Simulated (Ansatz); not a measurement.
Consider TiCo.

The calculation's input:

```
crystal:
  lattice:
    - [1.4820190362, 1.4820190362, 3.4901122708]
    - [1.4820190362, 3.4901122708, 1.4820190362]
    - [3.4901122708, 1.4820190362, 1.4820190362]
  atoms:
    - { symbol: Co, position: [0.0, 0.0, 0.0], spin: 3.5 }
    - { symbol: Ti, position: [0.5, 0.5, 0.5] }
basis:
  ecutwfc: 420
kpoints:
  mp_grid: { grid: [18, 18, 18] }
hamiltonian:
  xc: pbesol
scf:
  occupations: { method: gaussian, width: 0.1 }
  lower_state_search: "off"
output:
  forces: true
  stress: true
  eigenvalues: true
  populations: true
  write_density: true
  write_potential: true
  elf: true
  volumetric_format: npy
magnetization:
  spin_polarized: true
```

Command:

```sh
ansatz run input.yaml --threads 1 --pin off --max-ram 2560MiB --backend cpu --events-out ev --progress --plain --runs-dir out
```

Below, planes, directions and counts refer to the conventional cell (a = 2.84 Å, b = 2.84 Å, c = 11.18 Å, α = 90.00°, β = 90.00°, γ = 120.00°).

Space group R-3m; started from the CuPt (L1_1) prototype, which need not be the ambient phase; the program warned that a starting moment wasn't kept; spin-polarised, but the moments vanished.

The calculation used DFT PBEsol, scalar-relativistic, plane waves, PAW in Ansatz.

Question: Predict the valence pseudo-density and electron localisation function between the atoms.

Answer: Co–Co (2.84 Å): ρ at the midpoint is about 0.24 e/Å³; the ELF is about 0.35 at the midpoint.
Ti–Ti (2.84 Å): ρ at the midpoint is about 0.22 e/Å³; the ELF is about 0.25 at the midpoint; no localised pair shows between them.

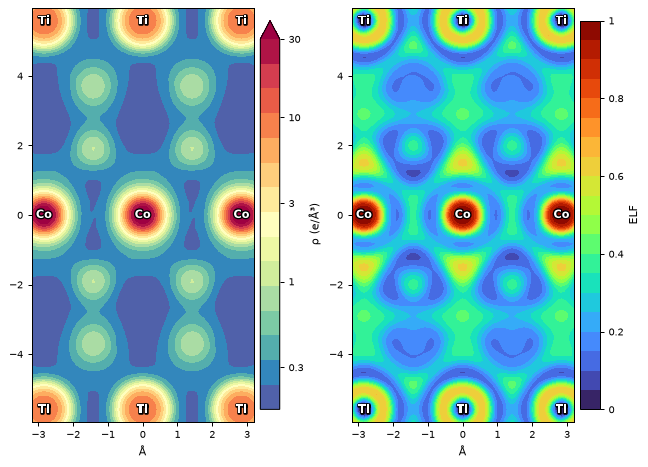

Computed valence pseudo-density and electron localisation function on the (100) plane of the conventional cell, in this order. Atoms just off the plane (Co, 0.8 Å away and Ti, 0.8 Å away) can leave unmarked features too.

Core electrons are frozen (PAW), and the valence fields are smoothed inside the atomic spheres.
